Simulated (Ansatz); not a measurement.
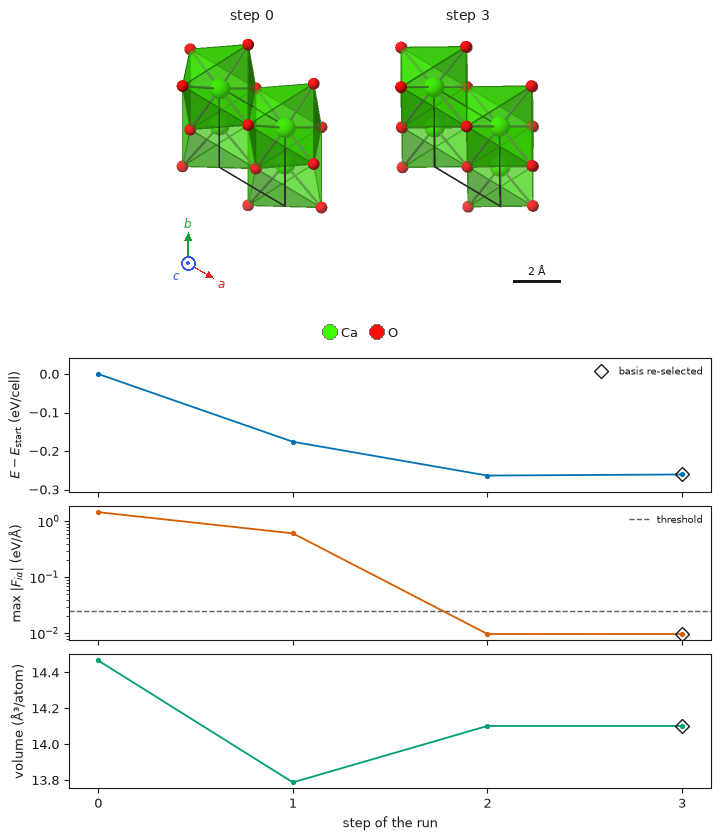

First and last geometry of a relaxation of solid CaO (a generated structure, set up in P1) (coarse preliminary run), with the history of the run. The picture is a polyhedral view of the cell of the calculation, reduced to other axes, seen along the c axis. Lengths and directions refer to the drawn axes.

These are results of Ansatz, DFT PBE, scalar-relativistic, plane waves, PAW, not measurements. (plane-wave cutoff 420 eV; k-point mesh 6 × 6 × 6; occupations gaussian; smearing width 0.1 eV; no spin polarisation; cell and atoms relaxed; force threshold 0.025 eV/Å; at most 60 steps)

### What do the curves and the structures tell?

It converged. The energy falls by 0.261 eV per cell of the calculation in 2 accepted moves (3 points after the start). Largest force component: 1.5 eV/Å at the start, 0.0097 eV/Å at the end. Pressure: −0.56 GPa at the start and −0.07 GPa at the end. The SCF was repeated once at an unchanged geometry on a basis and grid sized afresh for the cell, which shifted the energy by 2.9 meV per cell of the calculation at most. The largest move relative to the cell is that of an O atom, 0.19 Å roughly along [3 0 1]. Largest moves by element: O 0.19 Å, Ca 0.10 Å. The drawn cell changes as follows: a 3.403 → 3.415 Å (+0.3 %), b 3.442 → 3.416 Å (−0.8 %), c 5.984 → 5.922 Å (−1.0 %), α 90.5° → 90.0°, β 106.2° → 106.8°, γ 119.2° → 120.0°; the volume changes by −2.5 %. Among the contacts that change: Ca–O 2.189 → 2.412 Å, Ca–O 2.620 → 2.413 Å, Ca–O 2.560 → 2.418 Å, Ca–Ca 3.536 → 3.419 Å. Bond angles that change, for instance: Ca–O–Ca 170.3° → 179.9°, Ca–O–Ca 171.3° → 179.8°, O–Ca–O 98.3° → 90.0°. The space group (tolerance 0.01 Å) goes from P1 (No. 1) to Fm-3m (No. 225).
